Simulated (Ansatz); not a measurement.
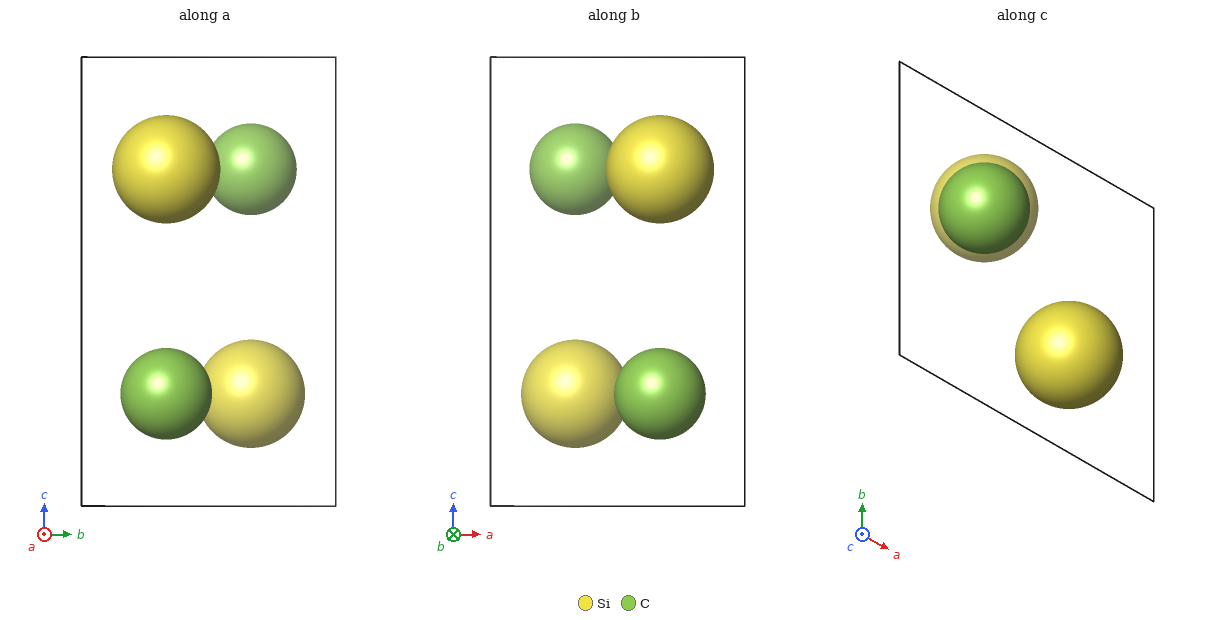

The figure gives a spheres-only picture of the atoms, viewed along the a axis, along the b axis and along the c axis. The frame is the conventional unit cell; atoms at its boundary are shown with their periodic copies.

Lattice parameters: a = 3.1459 Å, b = 3.1459 Å, c = 4.8136 Å, α = 90.000°, β = 90.000°, γ = 120.000°.

Put the structure into a CIF with its space group and independent sites.

```cif
data_structure
_symmetry_space_group_name_H-M 'P 63/m m c'
_symmetry_Int_Tables_number 194
_cell_length_a 3.1459
_cell_length_b 3.1459
_cell_length_c 4.8136
_cell_angle_alpha 90.000
_cell_angle_beta 90.000
_cell_angle_gamma 120.000
_cell_volume 41.26
loop_
_atom_site_label
_atom_site_type_symbol
_atom_site_symmetry_multiplicity
_atom_site_Wyckoff_symbol
_atom_site_fract_x
_atom_site_fract_y
_atom_site_fract_z
_atom_site_occupancy
Si1 Si 2 c 0.3333 0.6667 0.2500 1
C1 C 2 d 0.6667 0.3333 0.2500 1
```

Origin of the cell: a structure type filled with these elements by a generator (whether the compound takes this form wasn't checked). This is the structure after a relaxation with DFT, r2SCAN+rVV10, plane waves, PAW in Ansatz.
